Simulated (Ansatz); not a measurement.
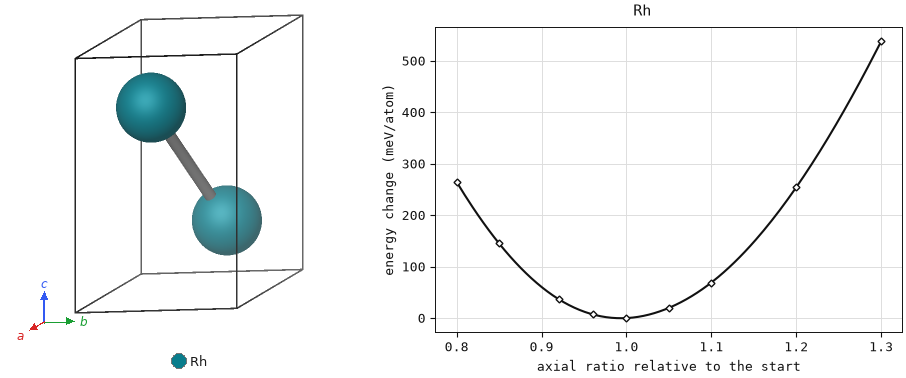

The picture above shows the energy change against relative axial ratio for Rh, space group P6_3/mmc (No. 194). The cell is drawn beside the plot.

Structure:
```
CELL_PARAMETERS angstrom
2.73098 0.00000 0.00000
-1.36549 2.36510 0.00000
0.00000 0.00000 4.42849
ATOMIC_POSITIONS crystal
Rh 0.66667 0.33333 0.75000
Rh 0.33333 0.66667 0.25000
```

Calculation (Ansatz 0.2.0): deformation of a crystal at fixed volume, lengths along the axis scaled against those across it, fractional coordinates fixed, by plane-wave density functional theory with PAW datasets, free energies less that of the undisturbed cell, pressure positive in compression; scalar-relativistic. Level: r2SCAN, no spin polarisation.

```json
{"setting": "wave cutoff", "value": "500 eV"}
{"setting": "k mesh", "value": "24×24×12"}
{"setting": "occupations", "value": "Gaussian"}
{"setting": "smearing width", "value": "0.15 eV"}
{"setting": "k shift", "value": "(0, 0, 0) (mesh steps)"}
{"setting": "start", "value": "as given"}
{"setting": "path", "value": "axial"}
{"setting": "axis direction", "value": "(0, 0, 1) (Cartesian unit vector)"}
```

From this curve and the settings, what does the calculation give for the pressure at the same points?

The pressure goes from 2.4 GPa at relative axial ratio 0.80 to 12.6 GPa at 1.30, not monotonically, with a low of −9.6 GPa at 1.00, and changes sign near 0.82 and 1.19.

| axial ratio relative to the start | pressure (GPa) |
| --- | --- |
| 0.80 | 2.4 |
| 0.85 | −2.7 |
| 0.92 | −7.6 |
| 0.96 | −9.1 |
| 1.00 | −9.6 |
| 1.05 | −9.0 |
| 1.10 | −7.1 |
| 1.20 | 0.6 |
| 1.30 | 12.6 |

Note: reference crystal is not relaxed; shape and atomic fractions are frozen while scaling, which makes layered, chain and framework solids too stiff.
